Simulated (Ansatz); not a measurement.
## HfO2: single-point calculation (part 2 of 2)

Continued. System: HfO2 (48 atoms in the cell). Method: DFT PBE, scalar-relativistic, plane waves, PAW, no spin polarisation (Ansatz 0.2.0); cutoff 420 eV, 2×2×2 k-mesh, Gaussian smearing of 0.05 eV. The structure derives from a Materials Project entry.

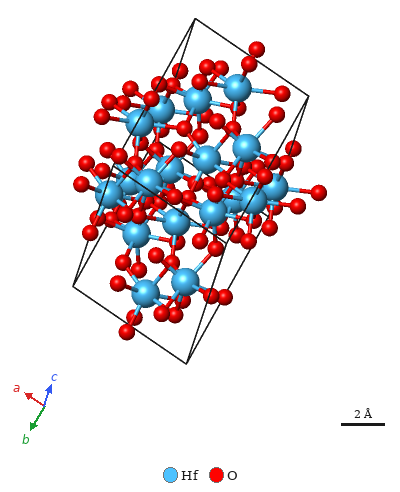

Fig. 1: The structure as given in the input (ball-and-stick view of the cell of the calculation, seen at an oblique angle; bonded neighbours outside the cell are drawn too). An atom can appear more than once, as a periodic image.

## The program's output, continued
```
--- Forces (eV/Å), atoms counted from 1 ---
  atom   1  Hf    -0.05227608     0.02670283     0.08950222
  atom   2  Hf    -0.05227608     0.02670283     0.08950222
  atom   3  Hf    -0.05227608     0.02670283     0.08950222
  atom   4  Hf    -0.05227608     0.02670283     0.08950222
  atom   5  Hf     0.05227608     0.02670283     0.08950222
  atom   6  Hf     0.05227608     0.02670283     0.08950222
  atom   7  Hf     0.05227608     0.02670283     0.08950222
  atom   8  Hf     0.05227608     0.02670283     0.08950222
  atom   9  Hf    -0.05227608    -0.02670283     0.08950222
  atom  10  Hf    -0.05227608    -0.02670283     0.08950222
  atom  11  Hf    -0.05227608    -0.02670283     0.08950222
  atom  12  Hf    -0.05227608    -0.02670283     0.08950222
  atom  13  Hf     0.05227608    -0.02670283     0.08950222
  atom  14  Hf     0.05227608    -0.02670283     0.08950222
  atom  15  Hf     0.05227608    -0.02670283     0.08950222
  atom  16  Hf     0.05227608    -0.02670283     0.08950222
  atom  17  O      0.02959550     0.03440225    -0.01093180
  atom  18  O      0.02959550     0.03440225    -0.01093180
  atom  19  O      0.02959550     0.03440225    -0.01093180
  atom  20  O      0.02959550     0.03440225    -0.01093180
  atom  21  O     -0.02959550     0.03440225    -0.01093180
  atom  22  O     -0.02959550     0.03440225    -0.01093180
  atom  23  O     -0.02959550     0.03440225    -0.01093180
  atom  24  O     -0.02959550     0.03440225    -0.01093180
  atom  25  O      0.03437600    -0.07894259    -0.07857029
  atom  26  O      0.03437600    -0.07894259    -0.07857029
  atom  27  O      0.03437600    -0.07894259    -0.07857029
  atom  28  O      0.03437600    -0.07894259    -0.07857029
  atom  29  O     -0.03437600    -0.07894259    -0.07857029
  atom  30  O     -0.03437600    -0.07894259    -0.07857029
  atom  31  O     -0.03437600    -0.07894259    -0.07857029
  atom  32  O     -0.03437600    -0.07894259    -0.07857029
  atom  33  O     -0.03437600     0.07894259    -0.07857029
  atom  34  O     -0.03437600     0.07894259    -0.07857029
  atom  35  O     -0.03437600     0.07894259    -0.07857029
  atom  36  O     -0.03437600     0.07894259    -0.07857029
  atom  37  O      0.03437600     0.07894259    -0.07857029
  atom  38  O      0.03437600     0.07894259    -0.07857029
  atom  39  O      0.03437600     0.07894259    -0.07857029
  atom  40  O      0.03437600     0.07894259    -0.07857029
  atom  41  O      0.02959550    -0.03440225    -0.01093180
  atom  42  O      0.02959550    -0.03440225    -0.01093180
  atom  43  O      0.02959550    -0.03440225    -0.01093180
  atom  44  O      0.02959550    -0.03440225    -0.01093180
  atom  45  O     -0.02959550    -0.03440225    -0.01093180
  atom  46  O     -0.02959550    -0.03440225    -0.01093180
  atom  47  O     -0.02959550    -0.03440225    -0.01093180
  atom  48  O     -0.02959550    -0.03440225    -0.01093180
  max |Σ_I F_I| component: 2.14e-6 eV/Å
--- Band table (eV; the first three rows and the last of 5) ---
  k-point 0: bands = ["-45.0701", "-45.0586", "-45.0586", "-45.0556", "-45.0556", "-45.0536", "-45.0536", "-45.0536", "-45.0536", "-45.0515", ... 143 levels left out ..., "5.0962", "5.0963", "5.0963", "5.0964", "5.0964", "5.0969", "5.0970", "5.1009", "5.1011", "5.1011", "5.1013", "5.1030", "5.1030", "5.1037", "5.1041", "5.1041", "5.1041", "5.1041", "5.1090", "5.1091", "5.1091", "5.1098", "5.1098", "5.1098", "5.1098", "5.1127", "5.1127", "5.1153", "5.1153",
      "5.1161", "5.1180", "5.1180", "5.1182", "5.1191", "5.1212", "5.1212", "5.1230", "5.1250", "5.1250", "5.1404", "5.1420", "5.1420", "5.1499", "5.1499", "5.1522", "5.1522", "5.1522", "5.1522", "5.1554", "5.1555", "5.1555", "5.1576", "5.1654", "5.1654", "5.2321", "9.6232", "9.7243", "9.8535", "10.3110", "10.3110", "10.3592", "10.3592", "10.5192", "10.6813", "10.6905", "10.6905", "10.7406", "10.8117", "10.8117",
      "10.8371", "10.8371", "10.8371", "10.8371", "11.0571", "11.0571", "11.2453", "11.2453", "11.4491", "11.4491", "11.4950", "11.4950", "11.4950", "11.4950", "11.9625", "11.9625", "11.9625", "11.9625", "11.9890", "11.9890", "11.9947", "11.9947", "12.0725", "12.1424", "12.1424", "12.1487", "12.1551", "12.1790", "12.4916", "12.4916", "12.5187", "12.5187", "12.6828", "12.6828", "12.6838", "12.9414", "12.9725", "12.9725", "12.9725", "12.9725",
      "13.0421", "13.0421", "13.1296", "13.1617", "13.1617", "13.2581", "13.3736", "13.5905", "13.6242", "13.6242", "13.6922", "13.6922", "13.7148", "13.7148", "13.7873", "13.8333", "13.8333", "13.8518", "13.8518", "13.8518", "13.8518", "13.9799", "14.1140", "14.2385", "14.2385", "14.2431", "14.2431", "14.2960", "14.5500", "14.5500", "14.5500", "14.5500", "14.5595", "14.6293", "14.6293", "14.7751", "14.7751", "14.8862", "14.8862", "15.0745",
      "15.1897", "15.2398", "19.8378", "19.8378", "19.9908", "19.9908", "20.2351", "20.2351", "20.2376", "20.4421", "20.4421", "20.4913", "20.4913", "20.4913", "20.4913", "20.4951", "20.6013", "20.9736", "20.9736", "21.0321", "21.1448", "21.2767", "21.2795", "21.3555", "21.3555", "21.4289", "21.5099", "21.5099", "21.5099", "21.5099", "21.6835", "21.7030", "21.7030", "21.7073", "21.7073", "22.0324", "22.0324", "22.1259", "22.2121", "22.2121",
      "22.4786", "22.4786", "22.4786", "22.4786", "22.7096", "22.7372", "22.7623", "22.7623", "22.9578", "22.9631", "23.1780"]
  k-point 1: bands = ["-45.0654", "-45.0654", "-45.0562", "-45.0562", "-45.0562", "-45.0562", "-45.0541", "-45.0541", "-45.0509", "-45.0509", ... 143 levels left out ..., "5.0968", "5.0986", "5.0986", "5.0991", "5.0991", "5.0991", "5.0991", "5.0997", "5.0997", "5.1028", "5.1028", "5.1036", "5.1036", "5.1036", "5.1036", "5.1046", "5.1046", "5.1086", "5.1086", "5.1086", "5.1086", "5.1101", "5.1101", "5.1142", "5.1142", "5.1150", "5.1150", "5.1150", "5.1150",
      "5.1169", "5.1169", "5.1199", "5.1199", "5.1199", "5.1199", "5.1208", "5.1208", "5.1261", "5.1261", "5.1387", "5.1387", "5.1426", "5.1426", "5.1448", "5.1448", "5.1448", "5.1448", "5.1586", "5.1586", "5.1612", "5.1612", "5.1612", "5.1612", "5.1989", "5.1989", "9.8722", "9.8722", "10.2073", "10.2073", "10.4202", "10.4202", "10.4719", "10.4719", "10.4915", "10.4915", "10.4915", "10.4915", "10.7998", "10.7998",
      "10.7998", "10.7998", "10.8886", "10.8886", "11.1400", "11.1400", "11.1930", "11.1930", "11.1930", "11.1930", "11.5535", "11.5535", "11.6332", "11.6332", "11.6332", "11.6332", "11.8044", "11.8044", "11.9159", "11.9159", "11.9645", "11.9645", "11.9645", "11.9645", "12.1375", "12.1375", "12.4029", "12.4029", "12.4029", "12.4029", "12.5623", "12.5623", "12.7213", "12.7213", "12.9136", "12.9136", "12.9657", "12.9657", "12.9657", "12.9657",
      "13.2016", "13.2016", "13.3317", "13.3317", "13.3317", "13.3317", "13.4181", "13.4181", "13.4718", "13.4718", "13.6189", "13.6189", "13.6189", "13.6189", "13.6998", "13.6998", "13.9226", "13.9226", "13.9637", "13.9637", "13.9637", "13.9637", "14.1233", "14.1233", "14.5203", "14.5203", "14.5203", "14.5203", "14.5314", "14.5314", "14.6315", "14.6315", "14.7329", "14.7329", "14.7767", "14.7767", "14.7767", "14.7767", "14.8076", "14.8076",
      "14.9941", "14.9941", "19.9288", "19.9288", "19.9288", "19.9288", "20.1377", "20.1377", "20.3403", "20.3403", "20.5216", "20.5216", "20.5253", "20.5253", "20.5253", "20.5253", "20.7047", "20.7047", "20.9835", "20.9835", "21.2652", "21.2652", "21.2652", "21.2652", "21.3919", "21.3919", "21.5069", "21.5069", "21.5819", "21.5819", "21.5819", "21.5819", "21.6959", "21.6959", "21.9098", "21.9098", "22.1001", "22.1001", "22.1001", "22.1001",
      "22.4570", "22.4570", "22.6355", "22.6355", "22.8799", "22.8799", "22.8861", "22.8861", "22.8861", "22.8861", "23.2054"]
  k-point 2: bands = ["-45.0644", "-45.0644", "-45.0602", "-45.0602", "-45.0546", "-45.0546", "-45.0526", "-45.0526", "-45.0498", "-45.0498", ... 143 levels left out ..., "5.0975", "5.0975", "5.0975", "5.0976", "5.0976", "5.1005", "5.1005", "5.1006", "5.1006", "5.1015", "5.1015", "5.1030", "5.1030", "5.1053", "5.1053", "5.1077", "5.1077", "5.1079", "5.1079", "5.1093", "5.1093", "5.1094", "5.1094", "5.1144", "5.1144", "5.1146", "5.1146", "5.1146", "5.1146",
      "5.1157", "5.1157", "5.1174", "5.1174", "5.1182", "5.1182", "5.1206", "5.1206", "5.1286", "5.1286", "5.1408", "5.1408", "5.1423", "5.1423", "5.1440", "5.1440", "5.1515", "5.1515", "5.1535", "5.1535", "5.1570", "5.1570", "5.1646", "5.1646", "5.1975", "5.1975", "10.0858", "10.0858", "10.2062", "10.2062", "10.2791", "10.2791", "10.3502", "10.3502", "10.3625", "10.3625", "10.7362", "10.7362", "10.7868", "10.7868",
      "10.8966", "10.8966", "10.9205", "10.9205", "10.9237", "10.9237", "11.1799", "11.1799", "11.2751", "11.2751", "11.4831", "11.4831", "11.5199", "11.5199", "11.6129", "11.6129", "11.6364", "11.6364", "11.8589", "11.8589", "11.8873", "11.8873", "12.0540", "12.0540", "12.2652", "12.2652", "12.2718", "12.2718", "12.5812", "12.5812", "12.5951", "12.5951", "12.7156", "12.7156", "12.9282", "12.9282", "13.0386", "13.0386", "13.0849", "13.0849",
      "13.1730", "13.1730", "13.3617", "13.3617", "13.4261", "13.4261", "13.4776", "13.4776", "13.6869", "13.6869", "13.7537", "13.7537", "13.7989", "13.7989", "13.8073", "13.8073", "13.8116", "13.8116", "13.8694", "13.8694", "13.9566", "13.9566", "13.9986", "13.9986", "14.2567", "14.2567", "14.2762", "14.2762", "14.5253", "14.5253", "14.5656", "14.5656", "14.6601", "14.6601", "14.7497", "14.7497", "14.8948", "14.8948", "14.9068", "14.9068",
      "14.9383", "14.9383", "19.7466", "19.7466", "20.0552", "20.0552", "20.1253", "20.1253", "20.2208", "20.2208", "20.5742", "20.5742", "20.5945", "20.5945", "20.6911", "20.6911", "20.7709", "20.7709", "20.9820", "20.9820", "21.1771", "21.1771", "21.2091", "21.2091", "21.2274", "21.2274", "21.3845", "21.3845", "21.5017", "21.5017", "21.6257", "21.6257", "21.7079", "21.7079", "22.1422", "22.1422", "22.3198", "22.3198", "22.4159", "22.4159",
      "22.4514", "22.4514", "22.5369", "22.5369", "22.7097", "22.7097", "22.8597", "22.8597", "22.8668", "22.8668", "23.1238"]
  k-point 4: bands = ["-45.0640", "-45.0608", "-45.0608", "-45.0584", "-45.0584", "-45.0550", "-45.0535", "-45.0535", "-45.0535", "-45.0535", ... 143 levels left out ..., "5.0960", "5.0961", "5.0961", "5.0961", "5.0963", "5.0968", "5.0973", "5.0991", "5.1001", "5.1008", "5.1016", "5.1018", "5.1018", "5.1030", "5.1030", "5.1071", "5.1071", "5.1072", "5.1072", "5.1072", "5.1072", "5.1088", "5.1088", "5.1109", "5.1109", "5.1117", "5.1123", "5.1135", "5.1135",
      "5.1174", "5.1207", "5.1207", "5.1207", "5.1207", "5.1226", "5.1260", "5.1260", "5.1293", "5.1293", "5.1393", "5.1424", "5.1424", "5.1462", "5.1462", "5.1469", "5.1469", "5.1469", "5.1469", "5.1616", "5.1636", "5.1710", "5.1721", "5.1721", "5.1761", "5.1761", "9.8955", "10.0081", "10.0710", "10.0710", "10.2059", "10.2059", "10.6502", "10.6502", "10.6694", "10.7858", "10.7915", "10.8637", "10.8637", "10.8637",
      "10.8637", "10.9001", "10.9001", "10.9952", "11.1354", "11.1354", "11.1850", "11.1850", "11.2347", "11.2912", "11.2912", "11.3088", "11.3088", "11.3088", "11.3088", "11.3963", "11.5397", "11.5397", "11.6882", "11.6882", "11.7457", "11.7457", "11.9748", "12.2770", "12.3242", "12.3242", "12.3242", "12.3242", "12.5949", "12.6745", "12.6745", "12.7005", "12.7005", "12.7338", "12.7618", "12.7618", "12.8111", "13.0636", "13.1079", "13.1079",
      "13.1079", "13.1079", "13.1134", "13.1134", "13.3524", "13.3524", "13.4286", "13.4286", "13.5860", "13.5860", "13.6119", "13.6845", "13.6856", "13.6856", "13.7639", "13.7639", "13.7639", "13.7639", "13.8149", "14.0231", "14.2100", "14.3155", "14.3155", "14.4161", "14.4161", "14.4161", "14.4161", "14.4389", "14.4477", "14.4864", "14.4864", "14.5679", "14.5679", "14.8571", "14.8634", "14.8634", "14.9055", "14.9055", "14.9848", "14.9848",
      "15.0564", "15.1296", "19.8113", "19.9502", "19.9502", "19.9780", "19.9780", "19.9780", "19.9780", "20.1897", "20.2635", "20.4997", "20.4997", "20.6066", "20.6066", "20.8974", "20.9031", "20.9139", "20.9139", "21.0543", "21.0543", "21.2395", "21.2395", "21.2395", "21.2395", "21.4115", "21.4115", "21.4181", "21.4181", "21.5129", "21.5129", "21.5950", "21.7047", "21.9037", "22.2770", "22.2770", "22.2986", "22.3587", "22.3587", "22.3587",
      "22.3587", "22.5554", "22.7078", "22.7141", "22.7736", "22.7736", "22.8113", "22.8113", "22.8119", "22.8119", "23.3061"]
```

## Results in brief

```csv
quantity,value
outcome,converged
space group (tolerance 0.01 Å),Pca2₁ (29)
electrons treated,608
free energy,−269784.9803 eV
Fermi energy,17.493 eV
gap on the k-point mesh,4.51 eV
largest force (length of the vector),0.117 eV/Å
hardware,"4 threads of Arm Neoverse N1, 98 GiB of memory available, shared host"
wall time,40 s (CPU time 2.6 min)
peak memory,3.6 GiB
```

The program warns: the structure was made exactly symmetric. Spin–orbit coupling is left out, which matters for Hf.
